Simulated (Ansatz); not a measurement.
```yaml
crystal:
  lattice:
    - [7.39800, 0.00000, 0.00000]
    - [-3.69900, 6.40686, 0.00000]
    - [0.00000, 0.00000, 11.00000]
  atoms:
    - { symbol: C, position: [0.01706, 0.03634, 0.07071] }
    - { symbol: C, position: [0.23913, 0.14737, 0.07126] }
    - { symbol: C, position: [0.01746, 0.37083, 0.06891] }
    - { symbol: C, position: [0.23956, 0.48137, 0.06352] }
    - { symbol: C, position: [0.01745, 0.70228, 0.06893] }
    - { symbol: C, position: [0.23959, 0.81385, 0.06354] }
    - { symbol: C, position: [0.35116, 0.03595, 0.06897] }
    - { symbol: C, position: [0.57065, 0.14349, 0.07622] }
    - { symbol: C, position: [0.35111, 0.37080, 0.06895] }
    - { symbol: C, position: [0.57059, 0.48276, 0.07622] }
    - { symbol: C, position: [0.35039, 0.70300, 0.06255] }
    - { symbol: C, position: [0.57204, 0.81383, 0.06356] }
    - { symbol: C, position: [0.68259, 0.03593, 0.06897] }
    - { symbol: C, position: [0.90604, 0.14740, 0.07125] }
    - { symbol: C, position: [0.68372, 0.36968, 0.11248] }
    - { symbol: C, position: [0.90995, 0.48284, 0.07619] }
    - { symbol: C, position: [0.68257, 0.70224, 0.06896] }
    - { symbol: C, position: [0.90599, 0.81424, 0.07123] }
    - { symbol: C, position: [0.68368, 0.36962, 0.25723] }
    - { symbol: H, position: [0.52227, 0.28368, 0.29074] }
    - { symbol: H, position: [0.76952, 0.29413, 0.29073] }
    - { symbol: H, position: [0.75924, 0.53087, 0.29073] }
```

The program warned that a starting moment wasn't kept; spin-polarised.

Level of theory: DFT PBE, scalar-relativistic, plane waves, PAW (Ansatz 0.2.0).

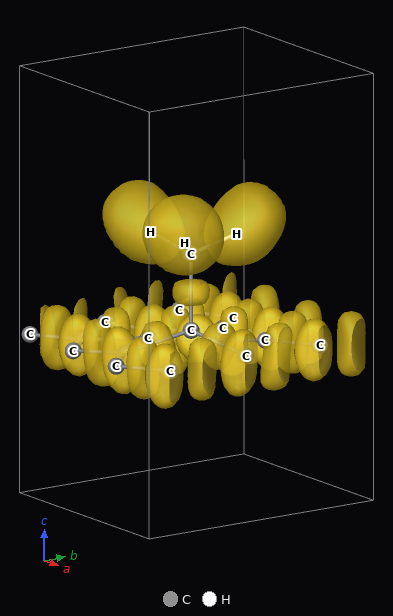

H3C19 (slab). Isosurface of the electron localisation function at 0.8 (yellow), seen slightly off an axis. Core shells and regions of very low density are left out. Sticks mark near contacts.

Core electrons are frozen (PAW), and the valence fields are smoothed inside the atomic spheres.

Question: Describe the localisation domains.

Answer: At this value the surface marks out 28 regions between bonded C–C atoms (shared pairs) and three regions around hydrogen nuclei, counted in one cell of 22 atoms. Counts are for one cell; the picture repeats the cell along the surface. Profiles from the grid: C–H (1.10 Å): the ELF climbs to about 1 towards the hydrogen, as it does in any bond to H; a covalent bond by its length. C–C (1.41 Å): the ELF peaks at about 0.95 between the atoms, as expected for a covalent bond.
